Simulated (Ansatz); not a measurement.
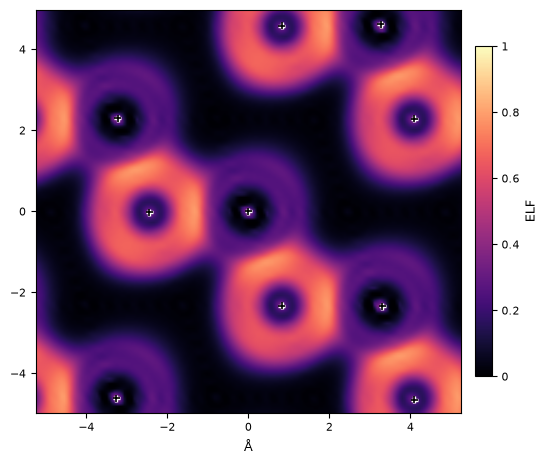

The ELF on a plane through atoms (crosses mark nuclei in the plane).

These are results of Ansatz, DFT PBEsol, scalar-relativistic, plane waves, PAW, not measurements.

Candidates:
A. Al₂O₃, a = 4.77 Å, b = 4.77 Å, c = 13.01 Å, α = 90.00°, β = 90.00°, γ = 120.00°. Space group R-3c; a structure from a database of computed crystals, not necessarily the ambient phase.
B. Ga₁₆As₁₅ (cell with a defect), a = 9.80 Å, b = 9.80 Å, c = 9.80 Å, α = 109.47°, β = 109.47°, γ = 109.47°. Spin-polarised.
C. CdTe, a = 6.49 Å, b = 6.49 Å, c = 6.49 Å, α = 90.00°, β = 90.00°, γ = 90.00°. Space group F-43m; a structure from a database of computed crystals, not necessarily the ambient phase.

Which system is this?

Candidate B: Ga₁₆As₁₅ on the (100) plane of the calculation cell, which holds Ga and As. Ga–As (2.44 Å): the ELF peaks at about 0.80 between the atoms. Ga–As (2.48 Å): the ELF peaks at about 0.80 between the atoms.
